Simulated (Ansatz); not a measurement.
**Geometry relaxation of Ir**

System: Ir (Fm-3m, 1 atom in the cell).
Method: DFT PBE, scalar-relativistic, plane waves, PAW, no spin polarisation (Ansatz 0.2.0).

The structure derives from an entry of the Crystallography Open Database. Figures and captions count atoms from 1; the log counts them from 0 in places.

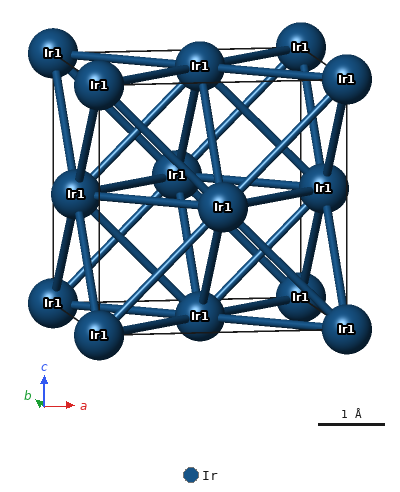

**Figure 1.** The structure as given in the input (ball-and-stick view of the cell 4 times as large as that of the calculation, set on its symmetry axes, seen slightly off an axis; atoms are numbered from 1 in the order of the input). An atom can appear more than once, as a periodic image.

Key numbers:

- outcome: converged
- space group (tolerance 0.01 Å): Fm-3m (225)
- electrons treated: 17
- free energy: −11935.3134 eV
- Fermi energy: 25.077 eV
- gap on the k-point mesh: none (metallic)
- pressure: −0.02 GPa
- final volume: 14.50 Å³
- largest force (length of the vector) at the end: under 0.001 eV/Å
- final cell: a = 2.737 Å, b = 2.737 Å, c = 2.737 Å, α = 60.00°, β = 60.00°, γ = 60.00°
- hardware: 1 thread of Intel Xeon (Sapphire Rapids), 192 GiB of memory available, shared host
- wall time: 9 s
- peak memory: 0.39 GiB

Spin–orbit coupling is left out, which matters for Ir.

Input:
```yaml
crystal:
  lattice:
    - [0.0, 1.9379712976, 1.9379712976]
    - [1.9379712976, 0.0, 1.9379712976]
    - [1.9379712976, 1.9379712976, 0.0]
  atoms:
    - { symbol: Ir, position: [0.0, 0.0, 0.0] }
basis:
  ecutwfc: 420
kpoints:
  mp_grid: { grid: [18, 18, 18] }
hamiltonian:
  xc: pbe
scf:
  occupations: { method: gaussian, width: 0.1 }
output:
  forces: true
  stress: true
  eigenvalues: true
  write_density: true
  write_potential: true
  elf: true
  volumetric_format: npy
relax:
  adjacent_minimum: "off"
  f_tol: 0.005
  max_steps: 80
  cell: { stress_tol: 0.05 }
```

Command:
```bash
ansatz run input.yaml --threads 1 --pin off --max-ram 2560MiB --backend cpu --events-out ev --progress --plain --runs-dir out
```

Log:
```
Engine: ansatz 0.2.0, x86_64-unknown-linux-gnu
Pseudopotentials: kind: paw
Pseudopotential: Ir, paw, valence charge 17, recommended cutoff 420 eV (normal), Ir.paw.azcp
Functional definition: PBE
  parameter kappa = 0.804
  parameter beta = 0.06672455060314922
  exchange = pbe_x(kappa = kappa, mu = beta*pi^2/3)
  correlation = pbe_c(beta = beta)
Crystal: 1 atoms, lattice volume = 14.557 Å³
Basis set: ecut = 420 eV, 283 PW (Γ), exchange–correlation on 40×40×40 points (8 copies of the dense FFT grid, shifted against one another)
Bands: 13, of which v1, the nominal top of the filled ones, is band 9 counted from 1 (8 counted from 0)
Symmetry: 48 space group operations
Space group: Fm-3m (ITA 225), of the structure as read, at distance tolerance 2.4e-5 Å
k-points: 195 of 5832
Non-local potential: Ir, projectors of the file, l = 0: 3, l = 1: 2, l = 2: 2, l = 3: 1
PAW form: soft (Blöchl's): semilocal exchange-correlation on the pseudo side does not see the compensation charge
PAW one-centre angular grid: Ir, 590 points (default); XC on 64 Gauss nodes
Initial density: superposition of atomic densities (neutral atoms: chi_scale 0, normalization atom), corrected by the library's trained network
Initial wavefunctions: pseudopotential atomic-orbital guess
Functional: x = pbe(κ = 0.804, μ = 0.2195149727645171), c = pbe(β = 0.06672455060314922)
SCF iter   1: F=—  HF=-11935.312082 eV  |F-HF|=—  |Δ(HF+E_count)|=         —  Δρ=3.90e-3  dr2=2.79e-4  ethr=1.77e-3  ⟨swp⟩=5.0  Hψ=12664  notcnv=0
preconditioner: auto → none  [metal: Δε(μ)=0.008 eV  Ē_g=13.891 eV  σ=0.100 eV  W_gap=0.04  n_scr=0 (ndim 8)  ℏωp=29.2 eV  f_vac=0.000  D(μ)=1.07/eV (n_scr^D=14)]
SCF iter   2: F=—  HF=-11935.312818 eV  |F-HF|=—  |Δ(HF+E_count)|=   7.36e-4  Δρ=2.02e-3  dr2=7.87e-5  ethr=1.64e-6  ⟨swp⟩=2.7  Hψ=5434  notcnv=0
SCF iter   3: F=—  HF=-11935.313129 eV  |F-HF|=—  |Δ(HF+E_count)|=   3.11e-4  Δρ=2.98e-4  dr2=1.23e-5  ethr=4.63e-7  ⟨swp⟩=2.0  Hψ=3354  notcnv=0
SCF iter   4: F=—  HF=-11935.313125 eV  |F-HF|=—  |Δ(HF+E_count)|=   3.98e-6  Δρ=8.53e-5  dr2=7.18e-7  ethr=7.23e-8  ⟨swp⟩=2.3  Hψ=3307  notcnv=0
iter 5 did not close the SCF: its close was put off for the readings that it lacked (scf_convergence_deferred on its scf_iter line)
SCF iter   5: F=-11935.313125 eV  HF=-11935.313125 eV  |F-HF|=3.34e-8  |Δ(HF+E_count)|=   1.87e-7  Δρ=3.04e-5  dr2=7.78e-8  ethr=4.22e-9  ⟨swp⟩=1.5  Hψ=2799  notcnv=0
SCF iter   6: F=-11935.313125 eV  HF=-11935.313125 eV  |F-HF|=5.33e-10  |Δ(HF+E_count)|=   1.54e-8  Δρ=2.93e-6  dr2=8.37e-10  ethr=4.58e-10  ⟨swp⟩=6.2  Hψ=13427  notcnv=0
SCF 1 converged in 6 iterations: F = -11935.313125 eV  dr2 = 8.37e-10
  greatest PAW one-centre occupation: 1.000 electrons in one spin orbital (limit 2), on the Ir atom at site 0 (counted from 0), in its partial waves of l = 0
relax step   1: F+E_penalty+E_count = -11935.31312461 eV  Δ(F+E_penalty+E_count) = +0.000e0 eV  max|allowed force component| = 0.000e0 eV/Å  Δτ_max = 0.0000 Å  P = -1.429 GPa  Ω = 14.557 Å³  (6 SCF iters, dr2 threshold 1.00e-7 eV, accepted)
Crystal: 1 atoms, lattice volume = 14.383 Å³
Initial density: handed on by an earlier stage of this run
Initial wavefunctions: those handed on with the density
iter 1 solved again at ethr=1.42e-7 eV; its pass at ethr=3.10e-3 eV (dr2=2.42e-5 eV) is discarded
SCF iter   1: F=—  HF=-11935.312501 eV  |F-HF|=—  |Δ(HF+E_count)|=         —  Δρ=5.42e-4  dr2=2.64e-5  ethr=1.42e-7  ⟨swp⟩=2.1  Hψ=16810  notcnv=0
preconditioner: auto → none  [metal: Δε(μ)=0.010 eV  Ē_g=14.033 eV  σ=0.100 eV  W_gap=0.06  n_scr=0 (ndim 8)  ℏωp=29.4 eV  f_vac=0.000  D(μ)=1.04/eV (n_scr^D=14)]
SCF iter   2: F=—  HF=-11935.312497 eV  |F-HF|=—  |Δ(HF+E_count)|=   3.69e-6  Δρ=2.28e-4  dr2=1.97e-6  ethr=1.42e-7  ⟨swp⟩=2.1  Hψ=3484  notcnv=0
SCF iter   3: F=—  HF=-11935.312498 eV  |F-HF|=—  |Δ(HF+E_count)|=   9.98e-7  Δρ=9.99e-5  dr2=3.77e-7  ethr=1.16e-8  ⟨swp⟩=1.3  Hψ=2873  notcnv=0
SCF iter   4: F=-11935.312498 eV  HF=-11935.312498 eV  |F-HF|=1.75e-10  |Δ(HF+E_count)|=   3.24e-7  Δρ=4.67e-6  dr2=9.33e-10  ethr=5.88e-10  ⟨swp⟩=7.4  Hψ=13423  notcnv=0
SCF 2 converged in 4 iterations: F = -11935.312498 eV  dr2 = 9.33e-10
relax step   2: F+E_penalty+E_count = -11935.31249824 eV  Δ(F+E_penalty+E_count) = +6.264e-4 eV  max|allowed force component| = 0.000e0 eV/Å  Δτ_max = 0.0000 Å  P = +2.794 GPa  Ω = 14.383 Å³  energy of the carried Pulay correction = +8.793e-5 eV  (4 SCF iters, dr2 threshold 1.00e-7 eV, rejected (line search))
Crystal: 1 atoms, lattice volume = 14.498 Å³
iter 1 solved again at ethr=5.10e-8 eV; its pass at ethr=3.10e-3 eV (dr2=8.67e-6 eV) is discarded
SCF iter   1: F=—  HF=-11935.313428 eV  |F-HF|=—  |Δ(HF+E_count)|=         —  Δρ=3.55e-4  dr2=1.14e-5  ethr=5.10e-8  ⟨swp⟩=2.5  Hψ=16887  notcnv=0
preconditioner: auto → none  [metal: Δε(μ)=0.008 eV  Ē_g=13.940 eV  σ=0.100 eV  W_gap=0.05  n_scr=0 (ndim 8)  ℏωp=29.3 eV  f_vac=0.000  D(μ)=1.06/eV (n_scr^D=14)]
SCF iter   2: F=—  HF=-11935.313426 eV  |F-HF|=—  |Δ(HF+E_count)|=   1.40e-6  Δρ=1.50e-4  dr2=8.60e-7  ethr=5.10e-8  ⟨swp⟩=2.0  Hψ=3458  notcnv=0
SCF iter   3: F=—  HF=-11935.313425 eV  |F-HF|=—  |Δ(HF+E_count)|=   1.26e-6  Δρ=6.54e-5  dr2=1.64e-7  ethr=5.06e-9  ⟨swp⟩=1.2  Hψ=2816  notcnv=0
SCF iter   4: F=—  HF=-11935.313425 eV  |F-HF|=—  |Δ(HF+E_count)|=   1.40e-7  Δρ=3.01e-6  dr2=3.84e-10  ethr=9.67e-10  ⟨swp⟩=2.0  Hψ=3534  notcnv=0
SCF iter   5: F=-11935.313425 eV  HF=-11935.313425 eV  |F-HF|=3.64e-12  |Δ(HF+E_count)|=  2.07e-10  Δρ=6.91e-8  dr2=4.61e-13  ethr=1.00e-12  ⟨swp⟩=4.0  Hψ=11557  notcnv=0
SCF 3 converged in 5 iterations: F = -11935.313425 eV  dr2 = 4.61e-13
relax step   3: F+E_penalty+E_count = -11935.31342515 eV  Δ(F+E_penalty+E_count) = -3.005e-4 eV  max|allowed force component| = 0.000e0 eV/Å  Δτ_max = 0.0000 Å  P = -0.023 GPa  Ω = 14.498 Å³  energy of the carried Pulay correction = +2.988e-5 eV  (5 SCF iters, accepted)
Initial wavefunctions: pseudopotential atomic-orbital guess (no wavefunctions were taken with the density)
iter 1 solved again at ethr=2.80e-8 eV; its pass at ethr=3.10e-3 eV (dr2=4.75e-6 eV) is discarded
SCF iter   1: F=—  HF=-11935.313393 eV  |F-HF|=—  |Δ(HF+E_count)|=         —  Δρ=1.39e-5  dr2=4.68e-9  ethr=2.80e-8  ⟨swp⟩=3.0  Hψ=19472  notcnv=0
preconditioner: auto → none  [metal: Δε(μ)=0.009 eV  Ē_g=13.939 eV  σ=0.100 eV  W_gap=0.05  n_scr=0 (ndim 8)  ℏωp=29.3 eV  f_vac=0.000  D(μ)=1.06/eV (n_scr^D=14)]
SCF iter   2: F=—  HF=-11935.313394 eV  |F-HF|=—  |Δ(HF+E_count)|=   6.99e-7  Δρ=6.50e-6  dr2=9.13e-10  ethr=2.75e-11  ⟨swp⟩=2.2  Hψ=4130  notcnv=0
SCF iter   3: F=—  HF=-11935.313394 eV  |F-HF|=—  |Δ(HF+E_count)|=  1.00e-10  Δρ=7.60e-7  dr2=4.83e-11  ethr=5.37e-12  ⟨swp⟩=3.0  Hψ=3651  notcnv=0
SCF iter   4: F=-11935.313394 eV  HF=-11935.313394 eV  |F-HF|=7.28e-12  |Δ(HF+E_count)|=    0.00e0  Δρ=2.51e-7  dr2=2.13e-12  ethr=1.00e-12  ⟨swp⟩=5.0  Hψ=9321  notcnv=0
SCF 4 converged in 4 iterations: F = -11935.313394 eV  dr2 = 2.13e-12
relax step   4: F+E_penalty+E_count = -11935.31339381 eV  Δ(F+E_penalty+E_count) = +3.135e-5 eV  max|allowed force component| = 0.000e0 eV/Å  Δτ_max = 0.0000 Å  P = -0.019 GPa  Ω = 14.498 Å³  stress off target by 1.94e-2 GPa  SCF on the basis re-selected at this cell (its energy is not comparable with the rows above)  (4 SCF iters)
```

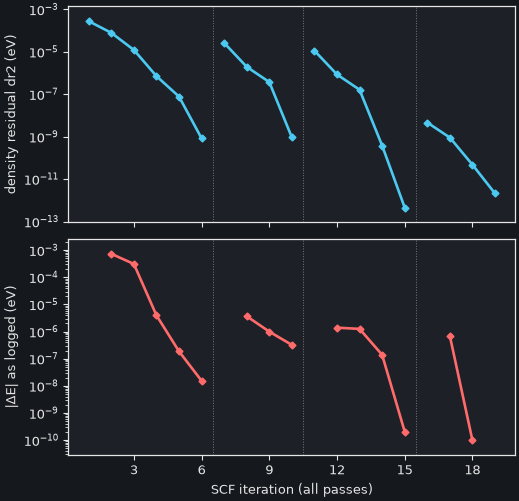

**Figure 2.** Convergence of the self-consistent field: density residual dr2 and size of the energy change against the SCF iteration. The dotted lines part the SCF passes of the relaxation: geometry steps, rejected trials and re-solves on a re-selected basis. The passes take 6, 4, 5 and 4 iterations.

```
basis re-selected at this cell: Δ(F+E_penalty+E_count) = +3.135e-5 eV, ΔP = +0.004 GPa vs the last step (what re-selecting the basis moved, of the pressure what is left beyond the Pulay correction that the steps carried, after the strain that the cell walked since its last selection, with what the two solves' SCF thresholds leave and, on support functions, any second-order correction that the steps lacked; it is no measure of the basis error at this ecutwfc). This SCF's stress stands 1.94e-2 GPa from its target on what of the cell is left free (relax.cell.stress_tol is 5.00e-2 GPa) and its largest allowed force component is 0.00e0 eV/Å (relax.f_tol is 5.00e-3 eV/Å): within both
SCF converged after 4 iterations
Free energy (F): -11935.313394 eV
Harris-Foulkes:  -11935.313394 eV  (|F-HF|=7.28e-12)
Internal energy: -11935.308092 eV  (E = F + TS)
E sigma→0 (E₀):  -11935.310743 eV
Entropy (-TS):   -0.005302 eV (-5.302 meV/atom)
Fermi energy:    25.076966 eV
--- Per-component energies (eV) ---
  E_band       = -93.846661
  E_kinetic    = 622.430093
  E_local      = -1091.713223  (includes V_loc(G=0)·N_el)
  E_nonlocal   = 72.521777
  E_hartree    = 417.299293
  E_xc         = -267.838500
  E_vxc        = -299.924692  (∫ρ·V_xc dr)
  E_paw        = -9223.323641  (= ΣΔE_a)
  E_vpaw       = -231.759270  (= ΣTr[D̂ρ^β])
  E_aug_tail   = 0.000054  (compensation charges beyond the density's cutoff)
  E_ewald      = -2464.683945
  E_smearing   = -0.005302  (= −TS)
  E_closure    = 0.000000  (closes the sum)
  Σ components = -11935.313394   (vs F -11935.313394, Δ=0.00e0)
--- Forces (eV/Å), atoms counted from 1 ---
  atom   1  Ir    -0.00000000     0.00000000     0.00000000
  max |Σ_I F_I| component: 6.16e-32 eV/Å
--- Stress (GPa, compression-positive) ---
       -0.019412      -0.000000      -0.000000
       -0.000000      -0.019412      -0.000000
       -0.000000      -0.000000      -0.019412
  P = ⅓ Tr σ = -0.0194 GPa (-0.194 kbar)
--- Band table (eV; the first three rows and the last of 195) ---
  k-point 0: bands = ["-67.7588", "-24.2656", "-24.2656", "-24.2656", "14.1762", "21.2968", "21.2968", "21.2968", "23.8887", "23.8887", "38.7149", "44.0914", "44.0914"]
  k-point 1: bands = ["-67.7571", "-24.2883", "-24.2687", "-24.2687", "14.3110", "21.2251", "21.3547", "21.3547", "23.8510", "23.8510", "38.9464", "43.4450", "44.3136"]
  k-point 2: bands = ["-67.7520", "-24.3532", "-24.2777", "-24.2777", "14.7019", "21.0407", "21.5062", "21.5062", "23.7689", "23.7689", "39.5831", "42.1204", "44.9618"]
  k-point 194: bands = ["-67.6806", "-24.7802", "-24.7083", "-24.5412", "18.9272", "19.8466", "20.8665", "23.4079", "26.4745", "33.0046", "33.2214", "34.5066", "38.0565"]
--- Relaxed structure (3 steps of the walk, 2 accepted, 1 SCFs on fresh bases) ---
  F+E_penalty+E_count = -11935.31339381 eV   max|allowed force component| = 0.000e0 eV/Å   (the final SCF, on the basis selected at the relaxed cell)
  cell:  # Å, volume = 14.4975 Å³
    - [-2.038148813158236e-34, 1.9353284929697079, 1.9353284929697079]
    - [1.9353284929697079, 2.9298389189149645e-34, 1.9353284929697079]
    - [1.9353284929697079, 1.9353284929697079, -8.916901057567284e-35]
  atoms:
    - { symbol: Ir, position: [0.0, 0.0, 0.0] }
```

Trajectory as extended XYZ (Å, eV, eV/Å), 4 frames, from step=1 to step=4:
```
1
Lattice="0.0000 1.9380 1.9380 1.9380 0.0000 1.9380 1.9380 1.9380 0.0000" Properties=species:S:1:pos:R:3:forces:R:3 step=1 energy=-11935.31313 pressure_GPa=-1.43
Ir    0.0000    0.0000    0.0000    0.0000   0.0000   0.0000
1
Lattice="0.0000 1.9302 1.9302 1.9302 0.0000 1.9302 1.9302 1.9302 0.0000" Properties=species:S:1:pos:R:3:forces:R:3 step=2 energy=-11935.31250 pressure_GPa=2.79 accepted=F
Ir    0.0000    0.0000    0.0000    0.0000   0.0000   0.0000
1
Lattice="0.0000 1.9353 1.9353 1.9353 0.0000 1.9353 1.9353 1.9353 0.0000" Properties=species:S:1:pos:R:3:forces:R:3 step=3 energy=-11935.31343 pressure_GPa=-0.02
Ir    0.0000    0.0000    0.0000    0.0000   0.0000   0.0000
1
Lattice="0.0000 1.9353 1.9353 1.9353 0.0000 1.9353 1.9353 1.9353 0.0000" Properties=species:S:1:pos:R:3:forces:R:3 step=4 energy=-11935.31339 pressure_GPa=-0.02
Ir    0.0000    0.0000    0.0000    0.0000   0.0000   0.0000
```

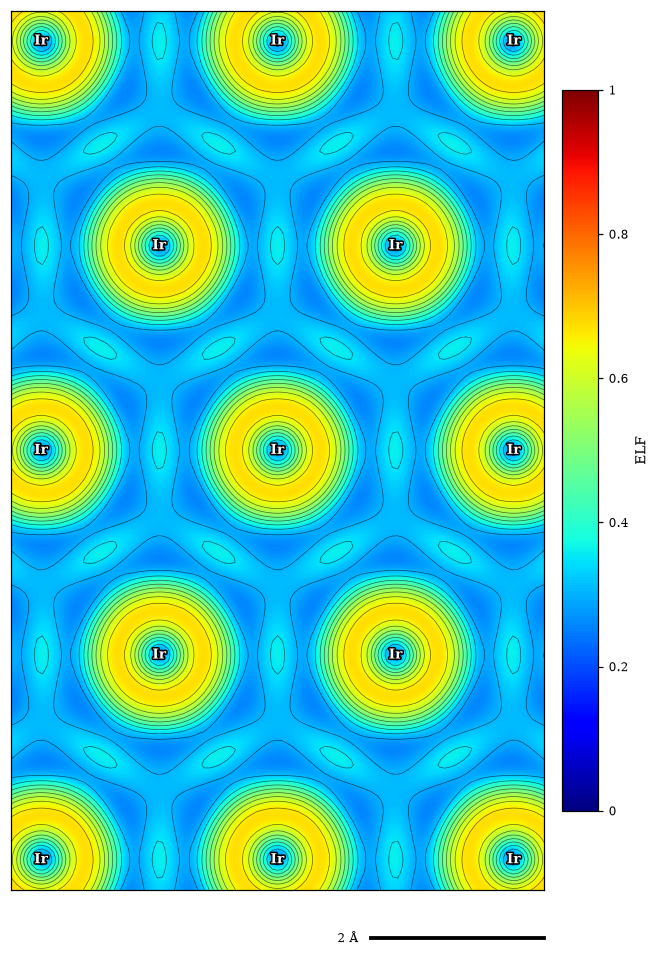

**Figure 3.** ELF on the (111) plane of the conventional cell. Atoms in the plane: Ir. Ir–Ir (2.74 Å): the ELF is about 0.35 at the midpoint, which marks metallic bonding. The strong features right at Ir lie inside the PAW spheres (semicore, d or f shells) and say nothing about bonding. The fields are those of the smooth PAW valence density.

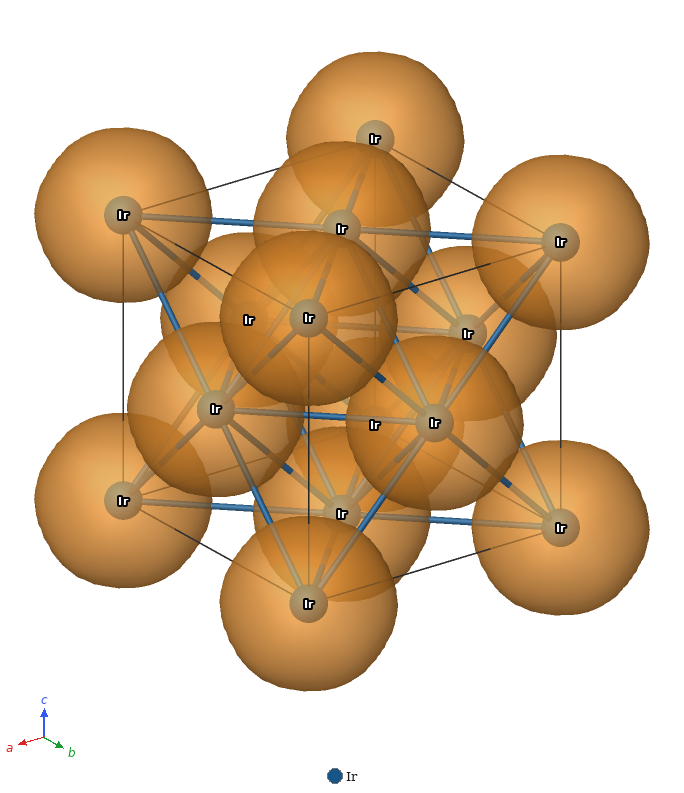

**Figure 4.** Isosurface of the valence charge density (pseudo) at 0.6 e/Å³ (orange), seen at an oblique angle. Sticks mark near contacts. The outline is the cell set on symmetry axes. At this value the density breaks into separate islands; it holds about 80 % of the electrons treated as valence (semicore included). It is pinched off along the Ir–Ir (2.74 Å) contacts. On the grid the lowest density along these lines, outside the cores, is 0.43 e/Å³ (Ir–Ir, 2.74 Å).
